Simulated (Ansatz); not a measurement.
**SnO$_{2}$: density, localisation and related maps**

Input file:

```
crystal:
  lattice:
    - [0.0, 2.5714689762, 2.5259808189]
    - [2.5714689762, 0.0, 2.5259808189]
    - [2.5714689762, 2.5714689762, 0.0]
  atoms:
    - { symbol: Sn, position: [0.0, 0.0, 0.0] }
    - { symbol: O, position: [0.25, 0.25, 0.25] }
    - { symbol: O, position: [0.75, 0.75, 0.75] }
kpoints:
  mp_grid: { grid: [8, 8, 8] }
  band_path:
    path:
      - [0.0, 0.0, 0.0]
      - [0.5, 0.0, 0.5]
      - [0.625, 0.25, 0.625]
      - [0.375, 0.375, 0.75]
      - [0.5, 0.5, 0.5]
      - [0.5, 0.25, 0.75]
      - [0.283854, -0.5, -0.216146]
    npoints: 1
hamiltonian:
  xc: pbe
scf:
  occupations: { method: fermi_dirac, width: 0.02 }
  n_extra_bands: 4
output:
  forces: true
  stress: true
  eigenvalues: true
  write_density: true
  write_potential: true
  elf: true
  volumetric_format: npy
```

Run with:

```sh
ansatz run input.yaml --threads 4 --pin off --max-ram 4608MiB --backend cpu --events-out ev --progress --plain --runs-dir out
```

Below, planes, directions and counts refer to the conventional cell (a = 3.64 Å, b = 3.64 Å, c = 5.05 Å, α = 90.00°, β = 90.00°, γ = 90.00°).

Space group I4/mmm; started from the fluorite prototype, which need not be the ambient phase; changed on purpose from its base cell (epitaxial xy strain +1.5%); computed pressure about 4 GPa in this cell.

Method: Ansatz 0.2.0, DFT, PBE, plane waves, PAW.

Core electrons are frozen (PAW), and the valence fields are smoothed inside the atomic spheres.

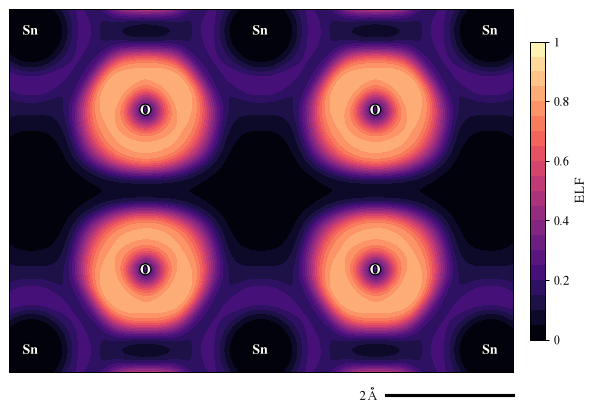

Figure 1. ELF on the (100) plane of the conventional cell.

> What do the fields say about this system?

- The plane passes through Sn and O nuclei.
- Sn–O (2.21 Å): the ELF peaks at about 0.85 in the valence shell of O, 0.6 Å from its nucleus, and is about 0.25 at the midpoint: no shared electron pair shows on this line.

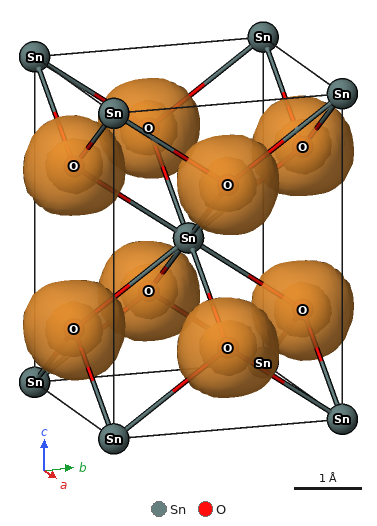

Figure 2. Isosurface of the electron localisation function at 0.75 (orange), seen slightly off an axis. Only the valence region is drawn (cores and ρ < 0.01 e/Å³ removed). Sticks mark near contacts.

> What do the ELF domains correspond to?

The ELF exceeds this value in four regions wrapped around O (the valence shell of each), counted in one cell of 6 atoms. Regions shared between cells count once.
